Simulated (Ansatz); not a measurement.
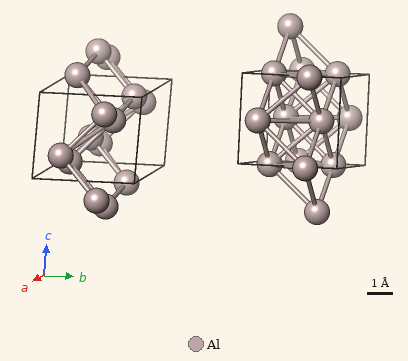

Two geometries of solid Al (a generated structure, set up in P2/c) (coarse preliminary run), drawn at one scale. One is the start of a relaxation, the other its converged end. A ball-and-stick model of the cell of the calculation, seen slightly off an axis.

Level of theory: DFT PBE, scalar-relativistic, plane waves, PAW in Ansatz. Settings: plane-wave cutoff 420 eV; k-point mesh 4 × 4 × 6; occupations gaussian; smearing width 0.1 eV; no spin polarisation; cell and atoms relaxed; force threshold 0.04 eV/Å; at most 70 steps.

Q: Which geometry has the lower energy?

A: The right one is the relaxed one. The largest moves relative to the cell, 0.79 Å, are those of Al atoms. The drawn cell changes as follows: a 4.476 → 4.238 Å (−5.3 %), b 4.357 → 4.221 Å (−3.1 %), c 3.584 → 3.728 Å (+4.0 %), β 108.6° → 92.3°; the volume changes by +0.6 %. Among the contacts that change: Al–Al 1.417 → 2.766 Å, Al–Al 3.841 → 2.878 Å, Al–Al 3.899 → 2.990 Å, Al–Al 3.543 → 2.766 Å. Among the angles between lasting bonds that change: Al–Al–Al 92.7° → 59.3°, Al–Al–Al 90.4° → 115.2°, Al–Al–Al 89.6° → 64.8°. The space group (tolerance 0.01 Å) goes from P2/c (No. 13) to C2/m (No. 12). The energy falls by 30.358 eV per cell of the calculation in 13 accepted moves (15 points after the start). The largest force component goes from 38 to 0.00081 eV/Å. Pressure: 92.92 GPa at the start and 0.11 GPa at the end. At 2 points the geometry stayed and the basis and grid were re-selected for the new cell (energy shift of 13.6 meV per cell of the calculation at most each time). Cost: 80 s on 1 thread of Intel(R) Xeon(R) Processor @ 2.50GHz (Skylake/Cascade Lake) (shared host), peak memory 0.35 GiB.
